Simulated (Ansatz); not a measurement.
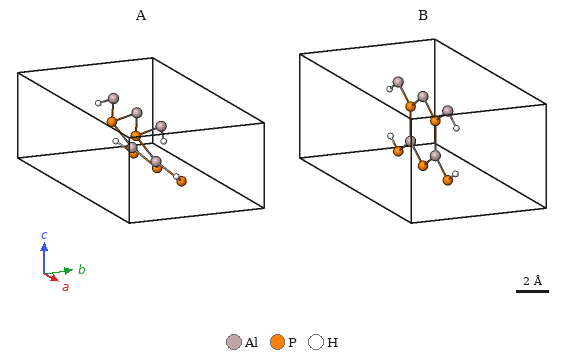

Two geometries of a wire of composition Al5P5H4, drawn at one scale. One is the start of a relaxation, the other its converged end. Style: ball-and-stick. Shown: the cell of the calculation, with the vacuum cut short, slightly off an axis.

These are results of Ansatz 0.2.0, DFT PBE, scalar-relativistic, plane waves, PAW, not measurements. (plane-wave cutoff 420 eV; k-point mesh 1 × 1 × 5; occupations gaussian; smearing width 0.05 eV; no spin polarisation; cell relaxed at fixed a, b, alpha, beta, gamma; force threshold 0.02 eV/Å; at most 45 steps)

Q: Which of the two is the end point?

A: Structure A is the relaxed one. Case: armchair ribbon, 5 formula units a period, edges capped with H. After 29 accepted moves (32 points after the start) the energy has fallen by 0.917 eV per cell of the calculation. The largest force component goes from 0.39 to 0.016 eV/Å. The line search rejected the trial steps at points 12, 21 of the run. At 1 point the geometry stayed and the basis and grid were re-selected for the new cell (energy shift of 6.2 meV per cell of the calculation at most each time). The largest moves relative to the centre of the atoms, 1.19 Å, are those of P atoms. Largest moves by element: P 1.19 Å, H 0.70 Å, Al 0.29 Å. Along the periodic axis the drawn cell goes c 6.823 → 5.597 Å (−18.0 %). Among the contacts that change: Al–P 2.274 → 2.322 Å, H–P 1.420 → 1.436 Å, Al–H 1.600 → 1.593 Å. Bond angles that change, for instance: Al–P–H 120.0° → 91.4°, Al–P–Al 120.0° → 94.0°, Al–P–Al 120.0° → 95.2°. Cost: 2.5 min on 4 threads of Arm Neoverse V2, on a shared host, peak memory 1.2 GiB.
